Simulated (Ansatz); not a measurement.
Pd: geometry relaxation (part 2 of 2)

Pd (slab, 16 atoms in the cell); DFT PBE+D3(BJ), scalar-relativistic, plane waves, PAW, no spin polarisation (Ansatz 0.2.0); cutoff 420 eV, 4×4×1 k-mesh, Gaussian smearing of 0.1 eV. The structure derives from an entry of the Crystallography Open Database. The input holds or restrains some coordinates. It belongs to a series of runs on one base structure; here: clean slab, lower planes held.

Geometry of the input (Å; fractional positions):
```
5.5002  0.0000  0.0000
0.0000  5.5002  0.0000
0.0000  0.0000  21.8338
Pd 0.2500  0.2500  0.3664
Pd 0.2500  0.7500  0.3664
Pd 0.7500  0.2500  0.3664
Pd 0.7500  0.7500  0.3664
Pd 0.5000  0.5000  0.4555
Pd 0.5000  0.0000  0.4555
Pd 0.0000  0.5000  0.4555
Pd 0.0000  0.0000  0.4555
Pd 0.7500  0.7500  0.5445
Pd 0.7500  0.2500  0.5445
Pd 0.2500  0.7500  0.5445
Pd 0.2500  0.2500  0.5445
Pd 0.0000  0.0000  0.6336
Pd 0.0000  0.5000  0.6336
Pd 0.5000  0.0000  0.6336
Pd 0.5000  0.5000  0.6336
```

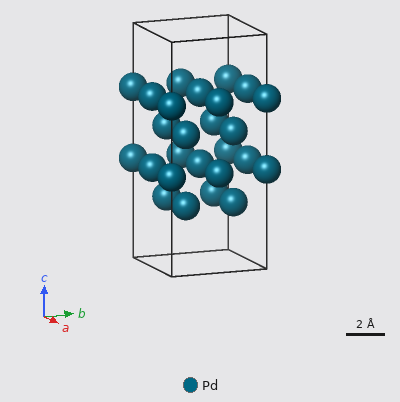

The geometry at step 2 of the log (spheres-only view of the cell of the calculation, with the vacuum cut short, seen slightly off an axis).

## Output, continued
```
--- Forces (eV/Å), atoms counted from 1 ---
  atom   1  Pd    -0.00000000     0.00000000     0.00210112
  atom   2  Pd    -0.00000000     0.00000000     0.00210112
  atom   3  Pd    -0.00000000     0.00000000     0.00210112
  atom   4  Pd    -0.00000000     0.00000000     0.00210112
  atom   5  Pd     0.00000000     0.00000000    -0.01993236
  atom   6  Pd     0.00000000     0.00000000    -0.01993236
  atom   7  Pd    -0.00000000     0.00000000    -0.01993236
  atom   8  Pd     0.00000000     0.00000000    -0.01993236
  atom   9  Pd    -0.00000000     0.00000000     0.01993279
  atom  10  Pd    -0.00000000     0.00000000     0.01993279
  atom  11  Pd     0.00000000     0.00000000     0.01993279
  atom  12  Pd     0.00000000     0.00000000     0.01993279
  atom  13  Pd    -0.00000000     0.00000000    -0.00210129
  atom  14  Pd    -0.00000000     0.00000000    -0.00210129
  atom  15  Pd    -0.00000000     0.00000000    -0.00210129
  atom  16  Pd     0.00000000     0.00000000    -0.00210129
  max |Σ_I F_I| component: 1.03e-6 eV/Å
--- Band table (eV; the first three rows and the last of 6) ---
  k-point 0: bands = ["-80.3770", "-80.3403", "-80.3395", "-80.3395", "-80.3395", "-80.3395", "-80.3213", "-80.3213", "-79.8397", "-79.8396", "-79.8217", "-79.8217", "-79.8217", "-79.8217", "-79.8033", "-79.8033", "-46.2384", "-46.2384", "-46.2384", "-46.2384", "-46.2293", "-46.2176", "-46.2176", "-46.1008", "-46.1008", "-46.0771", "-46.0771", "-46.0625", "-46.0625", "-46.0625", "-46.0625", "-46.0379", "-45.9965", "-45.9965", "-45.9362", "-45.9362", "-45.9362", "-45.9362", "-45.9191", "-45.9191",
      "-45.7263", "-45.7263", "-45.7263", "-45.7263", "-45.7161", "-45.7161", "-45.7138", "-45.7138", "-45.5227", "-45.5227", "-45.5221", "-45.5221", "-45.5079", "-45.5079", "-45.5079", "-45.5079", "-45.4497", "-45.4447", "-45.4313", "-45.4313", "-45.4313", "-45.4313", "-45.4206", "-45.4206", "-2.7616", "-1.4673", "-1.2329", "-1.2329", "-1.1416", "-1.1416", "-1.1416", "-1.1416", "-1.0853", "-1.0723", "-0.9456", "-0.9456", "-0.6058", "-0.3986", "-0.2872", "-0.2872",
      "-0.0920", "-0.0920", "-0.0920", "-0.0920", "0.2223", "0.2223", "0.3544", "0.7464", "0.7464", "0.7464", "0.7464", "0.8099", "0.9934", "0.9934", "0.9934", "0.9934", "1.1915", "1.1915", "1.1915", "1.1915", "1.2436", "1.2436", "1.7508", "1.7508", "1.7508", "1.7508", "1.7979", "1.7979", "1.9914", "1.9914", "1.9914", "1.9914", "2.0899", "2.1536", "2.1536", "2.3803", "2.7161", "2.8250", "2.9111", "2.9111",
      "3.1118", "3.1118", "3.1118", "3.1118", "3.1591", "3.2108", "3.2108", "3.2550", "3.2550", "3.2550", "3.2550", "3.3736", "3.3736", "3.5441", "3.5441", "3.6231", "3.6509", "3.6509", "3.6509", "3.6509", "3.7731", "3.8825", "3.8825", "4.0658", "4.0658", "4.4240", "4.4240", "4.9393", "5.5913", "5.5913", "5.5913", "5.5913", "6.1193", "6.1193", "6.1193", "6.1193", "6.4513", "8.2374", "8.2374", "8.8627",
      "9.0800", "9.1261", "9.1261", "9.1261", "9.1261", "10.2301", "10.6414", "10.6414", "11.3558", "12.2073", "12.2073", "12.2073", "12.2073"]
  k-point 1: bands = ["-80.3728", "-80.3494", "-80.3389", "-80.3369", "-80.3369", "-80.3353", "-80.3240", "-80.3240", "-79.8370", "-79.8370", "-79.8243", "-79.8243", "-79.8190", "-79.8190", "-79.8060", "-79.8060", "-46.2297", "-46.2297", "-46.2220", "-46.2203", "-46.2117", "-46.2064", "-46.2064", "-46.1057", "-46.1057", "-46.0708", "-46.0696", "-46.0655", "-46.0655", "-46.0604", "-46.0604", "-46.0365", "-45.9992", "-45.9904", "-45.9658", "-45.9658", "-45.9543", "-45.9531", "-45.9244", "-45.9189",
      "-45.7239", "-45.7239", "-45.7162", "-45.7162", "-45.7006", "-45.6955", "-45.6854", "-45.6854", "-45.5539", "-45.5533", "-45.5390", "-45.5390", "-45.5205", "-45.5200", "-45.5101", "-45.5100", "-45.4456", "-45.4430", "-45.4343", "-45.4322", "-45.4297", "-45.4297", "-45.4222", "-45.4222", "-2.4129", "-1.2360", "-1.1434", "-1.0575", "-1.0278", "-1.0278", "-0.9153", "-0.9153", "-0.8727", "-0.8218", "-0.8218", "-0.8151", "-0.4600", "-0.2346", "-0.2028", "-0.1093",
      "-0.0617", "-0.0617", "-0.0112", "-0.0112", "0.2503", "0.2503", "0.4756", "0.4984", "0.5094", "0.5094", "0.8300", "0.9668", "0.9769", "0.9769", "0.9999", "1.1388", "1.1832", "1.1832", "1.2563", "1.2938", "1.3011", "1.3103", "1.4891", "1.4891", "1.5441", "1.5815", "1.6240", "1.7127", "1.7127", "1.9882", "2.0531", "2.0978", "2.1495", "2.2782", "2.2782", "2.4528", "2.5459", "2.7104", "2.7128", "2.7128",
      "2.7175", "2.7712", "2.7712", "2.8406", "2.8876", "2.9149", "3.1699", "3.1699", "3.2497", "3.2918", "3.2918", "3.3210", "3.3210", "3.3693", "3.4081", "3.4083", "3.5031", "3.5880", "3.6523", "3.6523", "3.6664", "3.7069", "3.7069", "3.7077", "3.7493", "3.9286", "3.9427", "4.0246", "4.0246", "5.6597", "5.6729", "6.4071", "6.4071", "6.5889", "6.5889", "7.3793", "7.8705", "7.8705", "8.0433", "9.2147",
      "9.3966", "9.4180", "9.4180", "9.6381", "9.7836", "9.7836", "9.9796", "10.5951", "11.3843", "11.6489", "11.7979", "11.8028", "11.8028"]
  k-point 2: bands = ["-80.3621", "-80.3621", "-80.3361", "-80.3361", "-80.3304", "-80.3304", "-80.3304", "-80.3304", "-79.8307", "-79.8307", "-79.8307", "-79.8307", "-79.8125", "-79.8125", "-79.8125", "-79.8125", "-46.2103", "-46.2103", "-46.2103", "-46.2103", "-46.2096", "-46.2096", "-46.1423", "-46.1423", "-46.0817", "-46.0817", "-46.0817", "-46.0817", "-46.0266", "-46.0266", "-46.0252", "-46.0252", "-46.0252", "-46.0252", "-46.0123", "-46.0123", "-45.9745", "-45.9745", "-45.9195", "-45.9195",
      "-45.7196", "-45.7196", "-45.7196", "-45.7196", "-45.6292", "-45.6292", "-45.6253", "-45.6253", "-45.6130", "-45.6130", "-45.6130", "-45.6130", "-45.5153", "-45.5153", "-45.5151", "-45.5151", "-45.4389", "-45.4389", "-45.4378", "-45.4378", "-45.4259", "-45.4259", "-45.4259", "-45.4259", "-1.6009", "-1.6009", "-0.9847", "-0.9847", "-0.6498", "-0.6498", "-0.6497", "-0.6497", "-0.5403", "-0.5403", "-0.4788", "-0.4788", "-0.4788", "-0.4788", "-0.3857", "-0.3857",
      "-0.0813", "-0.0813", "0.2413", "0.2413", "0.2413", "0.2413", "0.5445", "0.5445", "0.5445", "0.5445", "0.7240", "0.7240", "0.9619", "0.9619", "1.2434", "1.2434", "1.3203", "1.3203", "1.3871", "1.3871", "1.4218", "1.4218", "1.5734", "1.5734", "1.5734", "1.5734", "1.6306", "1.6306", "1.8774", "1.8774", "2.0070", "2.0070", "2.1539", "2.1539", "2.1539", "2.1539", "2.2033", "2.2033", "2.2033", "2.2033",
      "2.2687", "2.2687", "2.4924", "2.4924", "2.7968", "2.7968", "2.7968", "2.7968", "2.8177", "2.8177", "2.9319", "2.9319", "3.0712", "3.0712", "3.2918", "3.2918", "3.4480", "3.4480", "3.4480", "3.4480", "3.7422", "3.7422", "3.8074", "3.8074", "3.8074", "3.8074", "3.8200", "3.8200", "4.5781", "4.5781", "6.9789", "6.9789", "7.1389", "7.1389", "7.1389", "7.1389", "8.2563", "8.2563", "8.2563", "8.2563",
      "8.9538", "8.9538", "10.2625", "10.2625", "10.2928", "10.2928", "10.2928", "10.2928", "10.3204", "10.3204", "11.6820", "11.6820", "12.4933"]
  k-point 5: bands = ["-80.3490", "-80.3490", "-80.3490", "-80.3490", "-80.3306", "-80.3306", "-80.3306", "-80.3306", "-79.8216", "-79.8216", "-79.8216", "-79.8216", "-79.8216", "-79.8216", "-79.8216", "-79.8216", "-46.1832", "-46.1832", "-46.1832", "-46.1832", "-46.1206", "-46.1206", "-46.1206", "-46.1206", "-46.1075", "-46.1075", "-46.1075", "-46.1075", "-46.0474", "-46.0474", "-46.0474", "-46.0474", "-46.0100", "-46.0100", "-46.0100", "-46.0100", "-45.9904", "-45.9904", "-45.9904", "-45.9904",
      "-45.6206", "-45.6206", "-45.6206", "-45.6206", "-45.6200", "-45.6200", "-45.6200", "-45.6200", "-45.6197", "-45.6197", "-45.6197", "-45.6197", "-45.6187", "-45.6187", "-45.6187", "-45.6187", "-45.4320", "-45.4320", "-45.4320", "-45.4320", "-45.4312", "-45.4312", "-45.4312", "-45.4312", "-0.7099", "-0.7099", "-0.7099", "-0.7099", "-0.1985", "-0.1985", "-0.1985", "-0.1985", "-0.0707", "-0.0707", "-0.0707", "-0.0707", "0.1074", "0.1074", "0.1074", "0.1074",
      "0.1926", "0.1926", "0.1926", "0.1926", "0.4278", "0.4278", "0.4278", "0.4278", "0.4625", "0.4625", "0.4625", "0.4625", "0.7884", "0.7884", "0.7884", "0.7884", "1.0724", "1.0724", "1.0724", "1.0724", "1.2869", "1.2869", "1.2869", "1.2869", "1.8577", "1.8577", "1.8577", "1.8577", "1.8644", "1.8644", "1.8644", "1.8644", "1.9685", "1.9685", "1.9685", "1.9685", "2.3411", "2.3411", "2.3411", "2.3411",
      "2.3420", "2.3420", "2.3420", "2.3420", "2.3698", "2.3698", "2.3698", "2.3698", "2.6189", "2.6189", "2.6189", "2.6189", "2.6483", "2.6483", "2.6483", "2.6483", "3.0336", "3.0336", "3.0336", "3.0336", "3.2779", "3.2779", "3.2779", "3.2779", "3.7887", "3.7887", "3.7887", "3.7887", "4.5279", "4.5279", "4.5279", "4.5279", "6.3722", "6.3722", "6.3722", "6.3722", "8.6129", "8.6129", "8.6129", "8.6129",
      "10.4029", "10.4029", "10.4029", "10.4029", "11.5426", "11.5426", "11.5426", "11.5426", "11.5996", "11.5996", "11.5996", "11.5996", "13.1023"]
--- Relaxed structure (2 steps of the walk, 2 accepted, 0 SCFs on fresh bases) ---
  F+E_penalty+E_count = -111567.31674876 eV   max|allowed force component| = 1.993e-2 eV/Å
  atoms:
    - { symbol: Pd, position: [0.25, 0.25, 0.36640371949999995] }
    - { symbol: Pd, position: [0.25, 0.75, 0.36640371949999995] }
    - { symbol: Pd, position: [0.75, 0.25, 0.36640371949999995] }
    - { symbol: Pd, position: [0.75, 0.75, 0.36640371949999995] }
    - { symbol: Pd, position: [0.5, 0.5, 0.4554679064999999] }
    - { symbol: Pd, position: [0.5, 0.0, 0.4554679064999999] }
    - { symbol: Pd, position: [0.0, 0.5, 0.4554679064999999] }
    - { symbol: Pd, position: [0.0, 0.0, 0.4554679064999999] }
    - { symbol: Pd, position: [0.75, 0.75, 0.5445320934999999] }
    - { symbol: Pd, position: [0.75, 0.25, 0.5445320934999999] }
    - { symbol: Pd, position: [0.25, 0.75, 0.5445320934999999] }
    - { symbol: Pd, position: [0.25, 0.25, 0.5445320934999999] }
    - { symbol: Pd, position: [0.0, 0.0, 0.6335962804999999] }
    - { symbol: Pd, position: [0.0, 0.5, 0.6335962804999999] }
    - { symbol: Pd, position: [0.5, 0.0, 0.6335962804999999] }
    - { symbol: Pd, position: [0.5, 0.5, 0.6335962804999999] }
```

## Trajectory as extended XYZ (Å, eV, eV/Å), 2 frames, from step=1 to step=2
```
16
Lattice="5.5002 0.0000 0.0000 0.0000 5.5002 0.0000 0.0000 0.0000 21.8338" Properties=species:S:1:pos:R:3:forces:R:3 step=1 energy=-111567.31675
Pd    1.3750    1.3750    8.0000    0.0000   0.0000   0.0019
Pd    1.3750    4.1251    8.0000    0.0000   0.0000   0.0019
Pd    4.1251    1.3750    8.0000    0.0000   0.0000   0.0019
Pd    4.1251    4.1251    8.0000    0.0000   0.0000   0.0019
Pd    2.7501    2.7501    9.9446    0.0000   0.0000  -0.0192
Pd    2.7501    0.0000    9.9446    0.0000   0.0000  -0.0192
Pd    0.0000    2.7501    9.9446    0.0000   0.0000  -0.0192
Pd    0.0000    0.0000    9.9446    0.0000   0.0000  -0.0192
Pd    4.1251    4.1251   11.8892    0.0000   0.0000   0.0192
Pd    4.1251    1.3750   11.8892    0.0000   0.0000   0.0192
Pd    1.3750    4.1251   11.8892    0.0000   0.0000   0.0192
Pd    1.3750    1.3750   11.8892    0.0000   0.0000   0.0192
Pd    0.0000    0.0000   13.8338    0.0000   0.0000  -0.0019
Pd    0.0000    2.7501   13.8338    0.0000   0.0000  -0.0019
Pd    2.7501    0.0000   13.8338    0.0000   0.0000  -0.0019
Pd    2.7501    2.7501   13.8338    0.0000   0.0000  -0.0019
16
Lattice="5.5002 0.0000 0.0000 0.0000 5.5002 0.0000 0.0000 0.0000 21.8338" Properties=species:S:1:pos:R:3:forces:R:3 step=2 energy=-111567.31675
Pd    1.3750    1.3750    8.0000    0.0000   0.0000   0.0021
Pd    1.3750    4.1251    8.0000    0.0000   0.0000   0.0021
Pd    4.1251    1.3750    8.0000    0.0000   0.0000   0.0021
Pd    4.1251    4.1251    8.0000    0.0000   0.0000   0.0021
Pd    2.7501    2.7501    9.9446    0.0000   0.0000  -0.0199
Pd    2.7501    0.0000    9.9446    0.0000   0.0000  -0.0199
Pd    0.0000    2.7501    9.9446    0.0000   0.0000  -0.0199
Pd    0.0000    0.0000    9.9446    0.0000   0.0000  -0.0199
Pd    4.1251    4.1251   11.8892    0.0000   0.0000   0.0199
Pd    4.1251    1.3750   11.8892    0.0000   0.0000   0.0199
Pd    1.3750    4.1251   11.8892    0.0000   0.0000   0.0199
Pd    1.3750    1.3750   11.8892    0.0000   0.0000   0.0199
Pd    0.0000    0.0000   13.8338    0.0000   0.0000  -0.0021
Pd    0.0000    2.7501   13.8338    0.0000   0.0000  -0.0021
Pd    2.7501    0.0000   13.8338    0.0000   0.0000  -0.0021
Pd    2.7501    2.7501   13.8338    0.0000   0.0000  -0.0021
```

## Summary

| quantity | value |
| --- | --- |
| outcome | converged under the restraints of the input |
| electrons treated | 288 |
| free energy | −111567.3167 eV |
| work function, top face | 5.18 eV |
| work function, bottom face | 5.18 eV |
| Fermi energy | 3.762 eV |
| gap on the k-point mesh | none (metallic) |
| final volume | 660.52 Å³ |
| work function (upper face) | 5.18 eV |
| largest force (length of the vector) at the end, held atoms and coordinates included | 0.020 eV/Å |
| hardware | 4 threads of Arm Neoverse V1, 24 GiB of memory available, shared host |
| wall time | 55 s (CPU time 3.6 min) |
| peak memory | 2.1 GiB |

## Remarks

The program warns: the exchange-correlation potential is rough where the density is thin.
